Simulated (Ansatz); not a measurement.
A series of calculations on Na$_{16}$H

Part 1: Relaxation

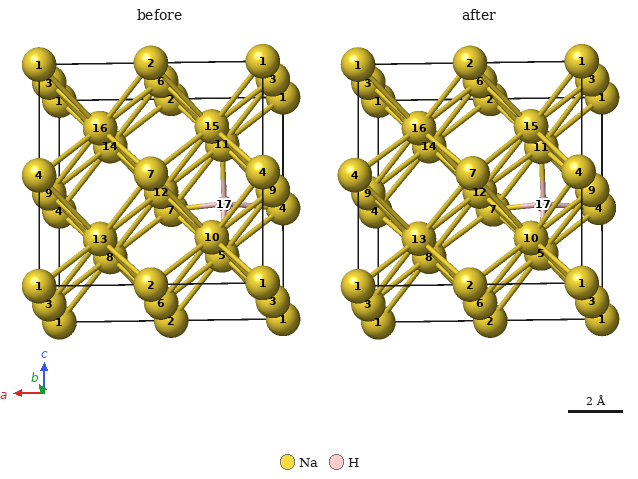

The structure of a defect cell of composition Na16H before (left) and after (right) a relaxation, at one scale.

The picture is a ball-and-stick view of the cell of the calculation, seen from a free direction.

It is an interstitial H in bcc Na. The run prepares the start of a later molecular dynamics calculation, from a guessed geometry.

Method: DFT r2SCAN-D3(BJ), scalar-relativistic, plane waves, PAW in Ansatz. Set-up: plane-wave cutoff 500 eV; k-point mesh 2 × 2 × 2; occupations fermi dirac; smearing width 0.1 eV; no spin polarisation; atoms relaxed in a fixed cell; force threshold 0.08 eV/Å; at most 25 steps.

> Describe what moved and what it gained.

Na4 moves most: 0.13 Å along [3 2 0]. By element the largest moves are Na 0.13 Å, H 0.02 Å. The cell stays as it was. Near-neighbour distances that change, for instance: Na4–Na5 3.663 → 3.473 Å, Na4–Na11 3.663 → 3.478 Å, Na4–H17 2.393 → 2.250 Å, Na7–H17 2.382 → 2.252 Å. After 2 geometry steps the energy has fallen by 39.7 meV per cell of the calculation. Largest force component: 0.15 eV/Å at the start, 0.027 eV/Å at the end.

Limits of the set-up: the k-point mesh is coarse for a cell with partly filled bands; the periodic images lie only 8.5 Å apart, so the values are limited by the cell's size.

Part 2: Dynamics

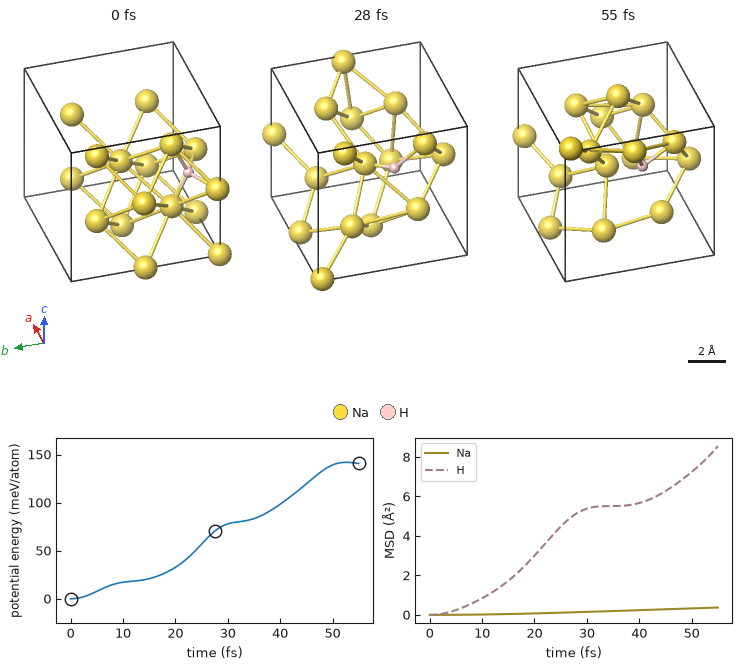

A Born-Oppenheimer molecular dynamics run of Na with an interstitial H (17 atoms in the cell), 55 fs long. Frames and the history of the run. A ball-and-stick model of the simulation cell, seen from a free direction. Atoms that leave the cell re-enter on the other side. Bonds to atoms that aren't drawn are left out.

These are results of Ansatz 0.2.0, DFT r2SCAN-D3(BJ), scalar-relativistic, plane waves, PAW, not measurements. Set-up: plane-wave cutoff 500 eV; k-point mesh 2 × 2 × 2; Fermi-Dirac smearing 0.1 eV; constant energy (NVE); velocities drawn for 1800 K; time step 0.5 fs.

Input
```yaml
crystal:
  lattice:
    - [8.46, 0.0, 0.0]
    - [0.0, 8.46, 0.0]
    - [0.0, 0.0, 8.46]
  atoms:
    - { symbol: Na, position: [0.00029006, -0.00200578, 0.00024164] }
    - { symbol: Na, position: [0.49979711, -0.00197942, 0.00024168] }
    - { symbol: Na, position: [-0.00048107, 0.49638805, 0.00016402] }
    - { symbol: Na, position: [0.01313539, 0.00871244, 0.49997304] }
    - { symbol: Na, position: [0.24998854, 0.24254821, 0.25976309] }
    - { symbol: Na, position: [0.50057739, 0.49636932, 0.00016421] }
    - { symbol: Na, position: [0.48708049, 0.00858999, 0.49997265] }
    - { symbol: Na, position: [0.75008488, 0.2516531, 0.25052127] }
    - { symbol: Na, position: [-0.00119971, 0.50558297, 0.50012129] }
    - { symbol: Na, position: [0.25003577, 0.74336388, 0.24800952] }
    - { symbol: Na, position: [0.24998831, 0.24287596, 0.74088389] }
    - { symbol: Na, position: [0.5011865, 0.50546687, 0.50012165] }
    - { symbol: Na, position: [0.75004858, 0.75424454, 0.2506986] }
    - { symbol: Na, position: [0.75008516, 0.25157926, 0.74974662] }
    - { symbol: Na, position: [0.25003638, 0.7436402, 0.75203061] }
    - { symbol: Na, position: [0.7500489, 0.75429433, 0.7495969] }
    - { symbol: H, position: [0.25004152, 0.12966556, 0.49988814] }
basis:
  ecutwfc: 500.0
kpoints:
  mp_grid: { grid: [2, 2, 2] }
hamiltonian:
  xc: r2scan
  dispersion: d3bj
scf:
  occupations: { method: fermi_dirac, width: 0.1 }
  lower_state_search: "off"
md:
  timestep: 0.5
  n_steps: 110
  ensemble: nve
  temperature: 1800.0
  initial_velocities: maxwell_boltzmann
  seed: 971718
```

Launched with:
```bash
ansatz run input.yaml --threads 4 --pin off --max-ram 10240MiB --backend cpu --events-out ev --progress --plain --runs-dir out
```

Q: What do the frames and curves show?

A: Root-mean-square distances from the starting positions over the second half, with the common drift of all atoms taken out: H 2.49 Å, Na 0.50 Å. The run lasts only 55 fs, too short to tell vibration from diffusion. The mean temperature in the second half is 922 K (standard deviation 204 K). The first frame carries almost no forces, so kinetic energy first flows into potential energy: the temperature drops from 1800 to 634 K within 52 fs, and without a thermostat its mean stays below the start. The potential energy is still drifting at the end, so the run hasn't reached equilibrium. The potential energy in the second half lies on average 107 meV per atom above the first frame. The total energy stays between −5.9e−05 and 0.026 meV per atom of its start. A straight-line fit has a slope that amounts to +0.0079 meV per atom over 55 fs (under 0.1 % of the mean kinetic energy), its mean offset in the second half is under 0.1 %, and the ripple about the line is under 0.1 % of the kinetic energy's fluctuation. With a drift under 2 % and a ripple under 7 %, the integration is accurate.

Limits of the set-up: the k-point mesh is coarse for a cell with partly filled bands; the periodic images lie only 8.5 Å apart, so the values are limited by the cell's size.

Part 3: Energy conservation

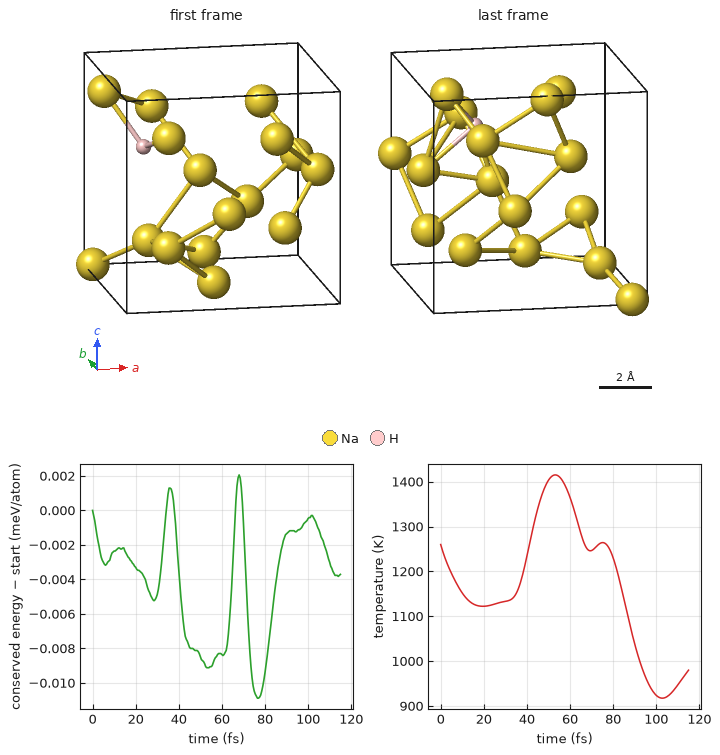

A Born-Oppenheimer molecular dynamics run of Na with an interstitial H (17 atoms in the cell), 115 fs long. It starts from the last geometry of an earlier run, with fresh velocities. Style: ball-and-stick. Shown: the simulation cell, slightly off an axis. Bonds to atoms that aren't drawn are left out.

Computed with Ansatz 0.2.0, DFT r2SCAN-D3(BJ), scalar-relativistic, plane waves, PAW. Set-up: plane-wave cutoff 500 eV; k-point mesh 2 × 2 × 2; Fermi-Dirac smearing 0.1 eV; Nosé-Hoover thermostat (NVT); set temperature 1260 K; time step 0.5 fs; thermostat time 100.0 fs.

Input file:
```yaml
crystal:
  lattice:
    - [8.46, 0.0, 0.0]
    - [0.0, 8.46, 0.0]
    - [0.0, 0.0, 8.46]
  atoms:
    - { symbol: Na, position: [0.02978382, -0.03621659, 0.00379637] }
    - { symbol: Na, position: [0.54514047, -0.05995449, 0.04585547] }
    - { symbol: Na, position: [-0.0004342, 0.54495421, -0.08229144] }
    - { symbol: Na, position: [-0.01464764, -0.02607545, 0.47552227] }
    - { symbol: Na, position: [0.24892883, 0.28551637, 0.22682898] }
    - { symbol: Na, position: [0.50323915, 0.49750985, 0.00492569] }
    - { symbol: Na, position: [0.48310146, 0.02761538, 0.43493815] }
    - { symbol: Na, position: [0.79797256, 0.30167049, 0.29275014] }
    - { symbol: Na, position: [-0.01924913, 0.45567433, 0.52454886] }
    - { symbol: Na, position: [0.23393883, 0.67821298, 0.17352679] }
    - { symbol: Na, position: [0.23528767, 0.2047588, 0.76273734] }
    - { symbol: Na, position: [0.45673506, 0.58760571, 0.51462241] }
    - { symbol: Na, position: [0.72264138, 0.81431575, 0.30449974] }
    - { symbol: Na, position: [0.75072408, 0.25320774, 0.72488645] }
    - { symbol: Na, position: [0.26564264, 0.7633571, 0.78558625] }
    - { symbol: Na, position: [0.76570452, 0.69552274, 0.8019688] }
    - { symbol: H, position: [0.16321859, 0.44096262, 0.67204693] }
basis:
  ecutwfc: 500.0
kpoints:
  mp_grid: { grid: [2, 2, 2] }
hamiltonian:
  xc: r2scan
  dispersion: d3bj
scf:
  occupations: { method: fermi_dirac, width: 0.1 }
  lower_state_search: "off"
md:
  timestep: 0.5
  n_steps: 230
  ensemble: nvt_nose_hoover
  temperature: 1260.0
  initial_velocities: maxwell_boltzmann
  seed: 759996
  nose_hoover: { tau: 100.0, chain_length: 3 }
```

Run as
```bash
ansatz run input.yaml --threads 4 --pin off --max-ram 10240MiB --backend cpu --events-out ev --progress --plain --runs-dir out
```

Question: Is this trajectory numerically sound?

Answer: The conserved quantity stays between −0.011 and 0.0021 meV per atom of its start. A straight-line fit has a slope that amounts to +1.8e−05 meV per atom over 115 fs (under 0.1 % of the mean kinetic energy), its mean offset in the second half is under 0.1 %, and the ripple about the line is under 0.1 % of the kinetic energy's fluctuation. With a drift under 2 % and a ripple under 7 %, the integration is accurate. The mean temperature in the second half is 1115 K (standard deviation 159 K). The potential energy is still drifting at the end, so the run hasn't reached equilibrium. The potential energy in the second half lies on average 23.6 meV per atom above the first frame.

Limits of the set-up: the k-point mesh is coarse for a cell with partly filled bands; the periodic images lie only 8.5 Å apart, so the values are limited by the cell's size.
